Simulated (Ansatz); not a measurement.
A periodic structure is given below.

```yaml
crystal:
  lattice:
    - [2.93710, 0.00000, 0.00000]
    - [0.00000, 2.93710, 0.00000]
    - [0.00000, 0.00000, 7.93789]
  atoms:
    - { symbol: Al, position: [0.50000, 0.50000, 0.16218] }
    - { symbol: Al, position: [0.00000, 0.00000, 0.33782] }
    - { symbol: Ru, position: [0.00000, 0.00000, 0.00000] }
    - { symbol: Al, position: [0.00000, 0.00000, 0.66218] }
    - { symbol: Al, position: [0.50000, 0.50000, 0.83782] }
    - { symbol: Ru, position: [0.50000, 0.50000, 0.50000] }
```

What would you see if this were drawn?

Answer. Its composition is Al2Ru. The lattice is body-centred tetragonal and the space group I4/mmm (No. 139). Content of the cell: 4 Al, 2 Ru (Z = 2). By contacts within bonding range, the coordination numbers are Al 10 and Ru 10. Not all metal-metal contacts are counted.

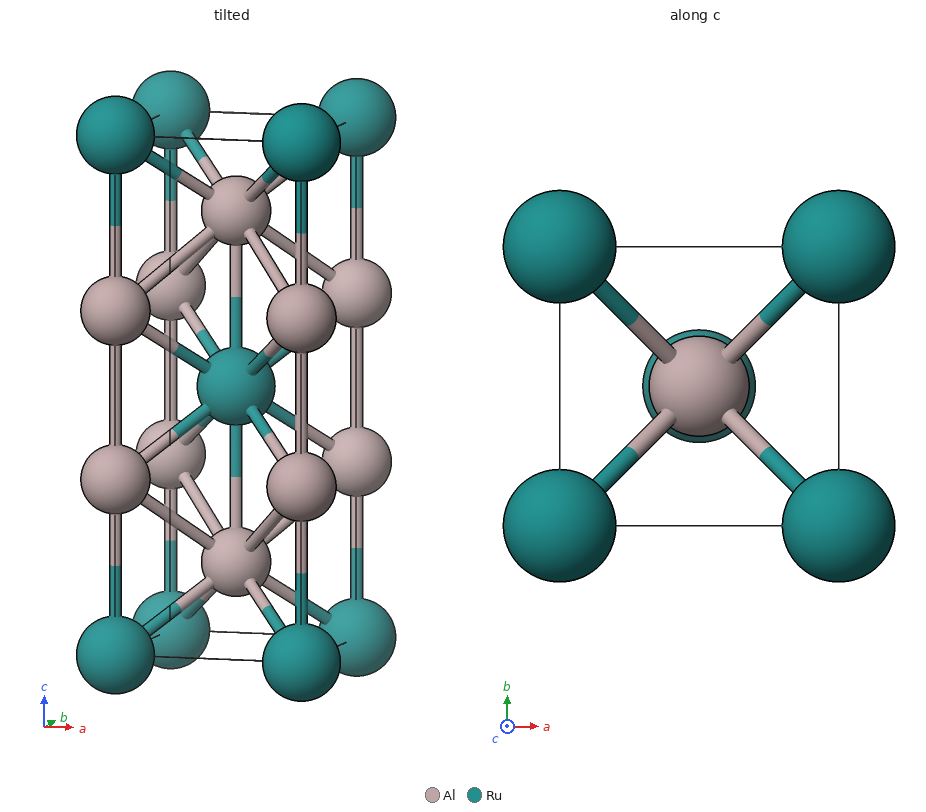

Drawn in the ball-and-stick manner and seen slightly off an axis and along the c axis. Thin lines show the conventional unit cell, with boundary atoms drawn in all their periodic places. Colours: aluminium light grey, ruthenium teal.

The model was built from a structure listed in the Materials Project. It was relaxed with Ansatz 0.2.0, DFT r2SCAN, scalar-relativistic, plane waves, PAW under a constraint or pressure on the cell, so some stress remains.

At this level of theory the cell isn't at rest (compressed, at 50 GPa), so its distances can differ from those at equilibrium, the more so the softer the solid.
